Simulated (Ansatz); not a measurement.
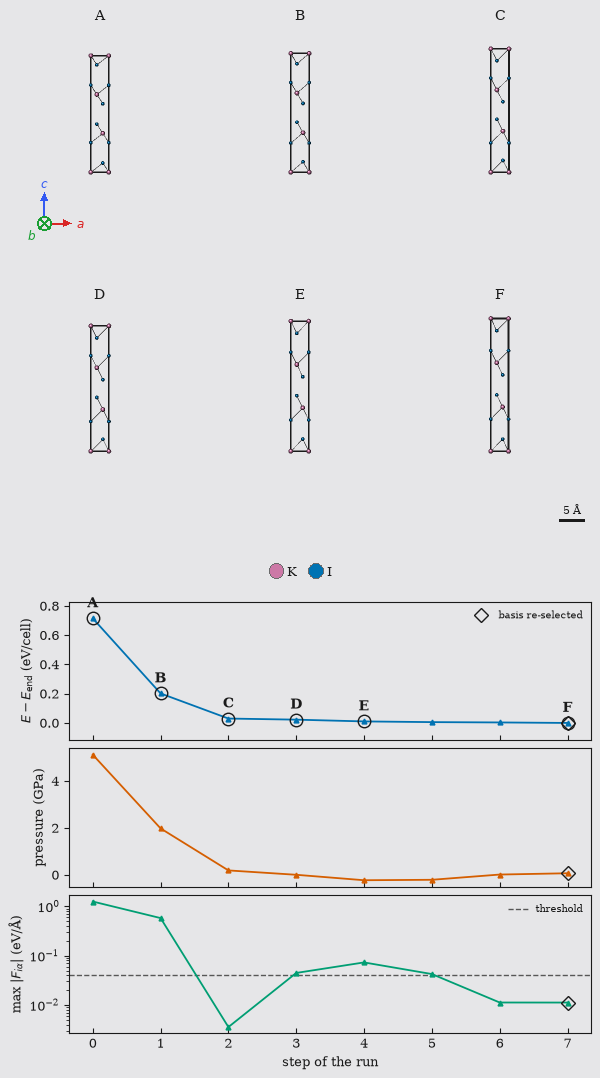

Frames of a relaxation of solid KI$_{2}$ (a generated structure, set up in R-3m) (coarse preliminary run), marked on the history of the run. Style: ball-and-stick. Shown: the conventional cell (3 times the calculation's cell), along the b axis. Lengths and directions refer to the drawn axes.

The calculation used DFT PBE, scalar-relativistic, plane waves, PAW (Ansatz). Settings: plane-wave cutoff 420 eV; k-point mesh 6 × 6 × 6; occupations gaussian; smearing width 0.1 eV; no spin polarisation; cell and atoms relaxed; force threshold 0.04 eV/Å; at most 70 steps.

### What happens along the run?

The largest moves relative to the cell, 0.33 Å, are those of I atoms. K stays in place. The drawn cell changes as follows: a = b 4.255 → 4.187 Å (−1.6 %), c 23.960 → 27.267 Å (+13.8 %); the volume changes by +10.2 %. Among the contacts that change: I–K 3.108 → 3.472 Å. Bond angles that change, for instance: I–K–I 86.4° → 74.2°, I–K–I 93.6° → 105.8°, K–I–K 86.4° → 74.2°. The space group stays R-3m (No. 166). Over 6 accepted moves (7 points after the start) the energy falls by 0.715 eV per cell of the calculation. The largest force component goes from 1.3 to 0.011 eV/Å. The pressure goes from 5.12 to 0.07 GPa. The SCF was repeated once at an unchanged geometry on a basis and grid sized afresh for the cell, which shifted the energy by 3.4 meV per cell of the calculation at most. From step 0 to 1: I atoms move most (0.20 Å), volume +5.7 %, energy −0.514 eV per cell of the calculation. From step 1 to 2: I atoms move most (0.21 Å), volume +2.1 %, energy −0.172 eV per cell of the calculation. From step 2 to 3: volume +0.8 %, energy −7.6 meV per cell of the calculation. From step 3 to 4: I atoms move most (0.05 Å), volume +2.1 %, energy −12.0 meV per cell of the calculation. From step 4 to 7: I atoms move most (0.07 Å), volume −0.7 %, energy −10.5 meV per cell of the calculation.

Limits of the set-up: an odd number of electrons was run without spin polarisation, which fails if the electron would localise.
